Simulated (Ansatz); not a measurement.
**Geometry relaxation, with input and output: WSe2 (part 2 of 2)**

Continued. System: WSe2 (P-6m2, 3 atoms in the cell). Method: DFT PBEsol, scalar-relativistic, plane waves, PAW, no spin polarisation (Ansatz 0.2.0); cutoff 420 eV, 12×12×2 k-mesh, Gaussian smearing of 0.02 eV. The structure derives from a Materials Project entry.

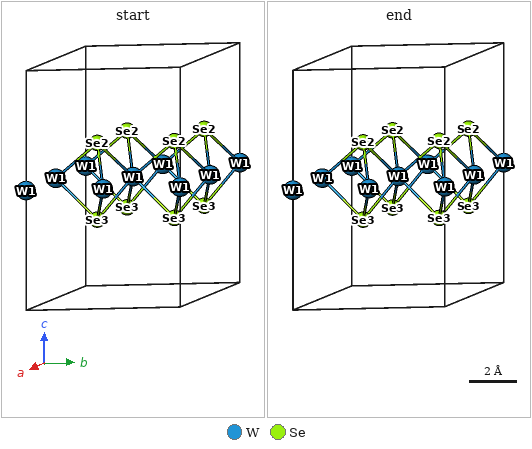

**Figure 1.** Before (left) and after (right) the relaxation, at one scale (ball-and-stick view of the 2 × 2 repeat of the cell, with the vacuum cut short, seen slightly off an axis). After 3 geometry steps the energy has fallen by 6.5 meV per atom. The largest force component goes from 0.13 to 0.0012 eV/Å. The largest moves relative to the cell, 0.011 Å, are those of Se2 and Se3. W stays in place. In the plane the drawn cell goes a 6.636 → 6.541 Å (−1.4 %), b 6.636 → 6.541 Å (−1.4 %). Among the contacts that change: W1–Se2 2.536 → 2.523 Å. The space group stays P-6m2 (No. 187). A last SCF at the same geometry on a re-selected plane-wave basis shifts the energy by +0.1 meV per atom. (Atoms are counted from 1 in the order of the input.)

```
basis re-selected at this cell: Δ(F+E_penalty+E_count) = +3.302e-4 eV, ΔP = +0.000 GPa vs the last step (what re-selecting the basis moved, of the pressure what is left beyond the Pulay correction that the steps carried, after the strain that the cell walked since its last selection, with what the two solves' SCF thresholds leave and, on support functions, any second-order correction that the steps lacked; it is no measure of the basis error at this ecutwfc). This SCF's stress stands 4.51e-3 GPa from its target on what of the cell is left free (relax.cell.stress_tol is 5.00e-2 GPa) and its largest allowed force component is 1.22e-3 eV/Å (relax.f_tol is 5.00e-3 eV/Å): within both
WARN: The output density's exchange-correlation potential varies sharply where the density is thin. Do not read a vacuum level from v_tot or v_xc, or from such a field of the output density. On a cell that repeats whose density bears no net charge and no dipole along the vacuum's axis use v_es (v_loc + v_h of the components); under efield.dipole_correction with no amplitude use v_es + v_field, which holds any external_charges[].barrier, or the levels of the report's work_function block, which leave it out; under a non-zero efield.amplitude the vacuum is tilted and has no level; on a cell that repeats and bears such a dipole with no correction it is tilted too, and efield.dipole_correction with no amplitude gives each side of its ramp a level where efield: is served; in a cell that repeats whose density bears a net charge (total_charge, or a fill off its count) it is curved and has none; of a slab under crystal.periodic whose density bears no net charge use v_es, which has a level on each side, short of where the two are joined; of another it falls or rises all the way out and has none; of a slab beside external_charges read slab_vacuum_level instead, which it has where they leave it neutral. The grid or the basis barely resolves most such structure, and the values can differ between equally converged runs; as a rule a tighter scf.convergence.dr2_threshold does not remove it. Where the density itself ripples (under the LDA too) a higher basis.ecutwfc lessens it. The files hold the spikes' plane waves up to the density's cutoff. Files: v_tot_of_output_density and the like, and their columns of v_z.tsv (output.write_potential); v_xc_of_output_density and the like, and their columns of v_comp_z.tsv (output.write_potential_components). Measured: with its Gaussian average of σ = 0.25 Å subtracted twice, the exchange-correlation potential is over 0.1 eV at 312 of the grid points where the equally averaged density (valence and model cores) is under 1e-3 e/Å³, and 0.924 eV at the most among them, at an averaged density of 3.7e-8 e/Å³. The input density's (outcome.potential() and, of a run that writes arrays, v_tot and v_xc) is over 0.1 eV, so measured, at 340 points of its own thin density, 0.587 eV at the most. See output.write_potential in the manual, Limitations
SCF converged after 7 iterations
Free energy (F): -21106.725278 eV
Harris-Foulkes:  -21106.725278 eV  (|F-HF|=3.64e-12)
Internal energy: -21106.725278 eV  (E = F + TS)
E sigma→0 (E₀):  -21106.725278 eV
Fermi energy:    2.658384 eV
--- Per-component energies (eV) ---
  E_band       = -1339.293743
  E_kinetic    = 690.062672
  E_local      = -32682.580255  (includes V_loc(G=0)·N_el)
  E_nonlocal   = -1181.136083
  E_hartree    = 15981.515575
  E_xc         = -472.960462
  E_vxc        = -436.207149  (∫ρ·V_xc dr)
  E_paw        = -12172.258237  (= ΣΔE_a)
  E_vpaw       = 307.537322  (= ΣTr[D̂ρ^β])
  E_aug_tail   = -0.001276  (compensation charges beyond the density's cutoff)
  E_ewald      = 8728.394092
  E_core_change = 2.238693  (= ΣΔE_core)
  E_smearing   = -0.000000  (= −TS)
  E_closure    = -0.000000  (closes the sum)
  Σ components = -21106.725278   (vs F -21106.725278, Δ=0.00e0)
--- Forces (eV/Å), atoms counted from 1 ---
  atom   1  W     -0.00000000     0.00000000     0.00000000
  atom   2  Se     0.00000000     0.00000000    -0.00122348
  atom   3  Se     0.00000000     0.00000000     0.00122348
  max |Σ_I F_I| component: 2.31e-17 eV/Å
--- Stress (GPa, compression-positive) ---
       -0.004511      -0.000000       0.000000
       -0.000000      -0.004511       0.000000
        0.000000       0.000000      -0.004332
  P = ⅓ Tr σ = -0.0045 GPa (-0.045 kbar)
--- Band table (eV; the first three rows and the last of 38) ---
  k-point 0: bands = ["-72.0655", "-45.7226", "-45.7226", "-45.7220", "-45.7220", "-45.6897", "-45.6897", "-45.6885", "-45.6885", "-45.6763", "-45.6741", "-36.3670", "-36.2116", "-36.2116", "-13.0860", "-11.7932", "-4.4977", "-0.5245", "-0.5245", "-0.4355", "0.6408", "0.6408", "1.3992", "4.8754", "4.8754", "5.0623", "5.0623", "6.1713"]
  k-point 1: bands = ["-72.0655", "-45.7226", "-45.7226", "-45.7220", "-45.7220", "-45.6897", "-45.6897", "-45.6885", "-45.6885", "-45.6763", "-45.6741", "-36.3670", "-36.2116", "-36.2116", "-13.0860", "-11.7932", "-4.4977", "-0.5245", "-0.5245", "-0.4355", "0.6408", "0.6408", "1.3992", "4.8753", "4.8753", "5.0623", "5.0623", "6.2559"]
  k-point 2: bands = ["-72.0648", "-45.7225", "-45.7222", "-45.7220", "-45.7217", "-45.6898", "-45.6898", "-45.6887", "-45.6885", "-45.6762", "-45.6740", "-36.3634", "-36.2288", "-36.2156", "-12.9779", "-11.7389", "-4.3594", "-0.8461", "-0.6702", "-0.4186", "0.4577", "0.6707", "1.3746", "4.5817", "4.6210", "4.9194", "5.0622", "6.4837"]
  k-point 37: bands = ["-72.0528", "-45.7207", "-45.7193", "-45.7192", "-45.7191", "-45.6918", "-45.6909", "-45.6898", "-45.6896", "-45.6740", "-45.6714", "-36.4010", "-36.3722", "-36.3071", "-10.6910", "-10.6055", "-3.6878", "-3.5362", "-2.6430", "-1.9407", "-1.5420", "-0.5661", "1.8151", "3.5078", "4.6210", "5.4369", "6.9427", "7.6287"]
--- Relaxed structure (4 steps of the walk, 4 accepted, 1 SCFs on fresh bases) ---
  F+E_penalty+E_count = -21106.72527829 eV   max|allowed force component| = 1.223e-3 eV/Å   (the final SCF, on the basis selected at the relaxed cell)
  cell:  # Å, volume = 154.3121 Å³
    - [3.270252678445453, 2.8452744549066887e-11, 8.71016803510938e-19]
    - [-1.635126339247367, 2.832121896313639, -4.355084017620322e-19]
    - [4.373054512315821e-18, -1.1848567376786142e-33, 16.661216970643963]
  atoms:
    - { symbol: W, position: [3.7007434429898756e-17, 3.289549685743081e-17, -4.046522496567373e-35] }
    - { symbol: Se, position: [0.3333333333333334, 0.6666666666666669, 0.10039927213032258] }
    - { symbol: Se, position: [0.3333333333333334, 0.6666666666666669, 0.8996007278696776] }
```

Trajectory as extended XYZ (Å, eV, eV/Å), 5 frames, from step=1 to step=5:
```
3
Lattice="3.3179 0.0000 0.0000 -1.6590 2.8734 0.0000 0.0000 0.0000 16.6581" Properties=species:S:1:pos:R:3:forces:R:3 step=1 energy=-21106.70607 pressure_GPa=-1.09
W     0.0000    0.0000    0.0000    0.0000   0.0000   0.0000
Se    0.0000    1.9156    1.6623    0.0000   0.0000  -0.1305
Se    0.0000    1.9156   14.9959    0.0000   0.0000   0.1305
3
Lattice="3.2251 0.0000 0.0000 -1.6126 2.7930 0.0000 0.0000 0.0000 16.6637" Properties=species:S:1:pos:R:3:forces:R:3 step=2 energy=-21106.70857 pressure_GPa=0.78
W     0.0000    0.0000    0.0000    0.0000   0.0000   0.0000
Se    0.0000    1.8620    1.6930    0.0000   0.0000  -0.0508
Se    0.0000    1.8620   14.9707    0.0000   0.0000   0.0508
3
Lattice="3.2723 0.0000 0.0000 -1.6362 2.8339 0.0000 0.0000 0.0000 16.6614" Properties=species:S:1:pos:R:3:forces:R:3 step=3 energy=-21106.72555 pressure_GPa=-0.06
W     0.0000    0.0000    0.0000    0.0000   0.0000   0.0000
Se    0.0000    1.8893    1.6724    0.0000   0.0000  -0.0089
Se    0.0000    1.8893   14.9890    0.0000   0.0000   0.0089
3
Lattice="3.2703 0.0000 0.0000 -1.6351 2.8321 0.0000 0.0000 0.0000 16.6612" Properties=species:S:1:pos:R:3:forces:R:3 step=4 energy=-21106.72561 pressure_GPa=-0.00
W     0.0000    0.0000    0.0000    0.0000   0.0000   0.0000
Se    0.0000    1.8881    1.6728    0.0000   0.0000  -0.0013
Se    0.0000    1.8881   14.9884    0.0000   0.0000   0.0013
3
Lattice="3.2703 0.0000 0.0000 -1.6351 2.8321 0.0000 0.0000 0.0000 16.6612" Properties=species:S:1:pos:R:3:forces:R:3 step=5 energy=-21106.72528 pressure_GPa=-0.00
W     0.0000    0.0000    0.0000    0.0000   0.0000   0.0000
Se    0.0000    1.8881    1.6728    0.0000   0.0000  -0.0012
Se    0.0000    1.8881   14.9884    0.0000   0.0000   0.0012
```

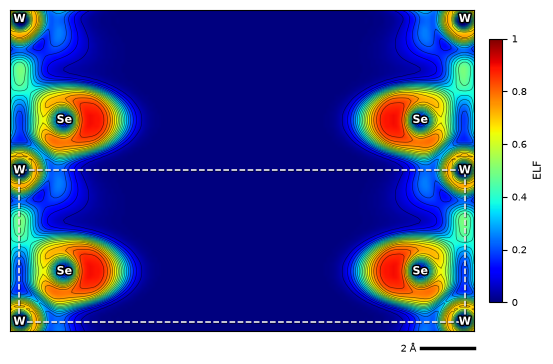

**Figure 2.** Electron localisation function on the (110) plane of the conventional cell. W–Se (2.52 Å): the ELF is about 0.55 at the midpoint. The strong features right at W lie inside the PAW spheres (semicore, d or f shells) and say nothing about bonding. The fields are those of the smooth PAW valence density.

The run was set up as follows.

Input file:
```yaml
crystal:
  lattice:
    - [3.3179375931, 0.0, 0.0]
    - [-1.6589687966, 2.8734182438, 0.0]
    - [0.0, 0.0, 16.65814242]
  atoms:
    - { symbol: W, position: [0.0, 0.0, 0.0] }
    - { symbol: Se, position: [0.33333333, 0.66666667, 0.09978652] }
    - { symbol: Se, position: [0.33333333, 0.66666667, 0.90021348] }
basis:
  ecutwfc: 420
kpoints:
  mp_grid: { grid: [12, 12, 2] }
hamiltonian:
  xc: pbesol
scf:
  occupations: { method: gaussian, width: 0.02 }
output:
  forces: true
  stress: true
  eigenvalues: true
  write_density: true
  write_potential: true
  elf: true
  volumetric_format: npy
relax:
  adjacent_minimum: "off"
  f_tol: 0.005
  max_steps: 80
  cell: { stress_tol: 0.05 }
```

Run as:
```bash
ansatz run input.yaml --threads 1 --pin off --max-ram 2560MiB --backend cpu --events-out ev --progress --plain --runs-dir out
```

Key numbers:

```csv
quantity,value
outcome,converged
space group (tolerance 0.01 Å),P-6m2 (187)
electrons treated,46
free energy,−21106.7253 eV
Fermi energy,2.658 eV
gap on the k-point mesh,1.69 eV
pressure,0.00 GPa
final volume,154.31 Å³
largest force (length of the vector) at the end,0.001 eV/Å
final cell,"a = 3.270 Å, b = 3.270 Å, c = 16.661 Å, α = 90.00°, β = 90.00°, γ = 120.00°"
hardware,"1 thread of Intel Xeon @ 2.50GHz (Skylake/Cascade Lake), 32 GiB of memory available, shared host"
wall time,80 s
peak memory,0.53 GiB
```

Remarks:

Warnings of the run: the exchange-correlation potential is rough where the density is thin. Spin–orbit coupling is left out, which matters for W.
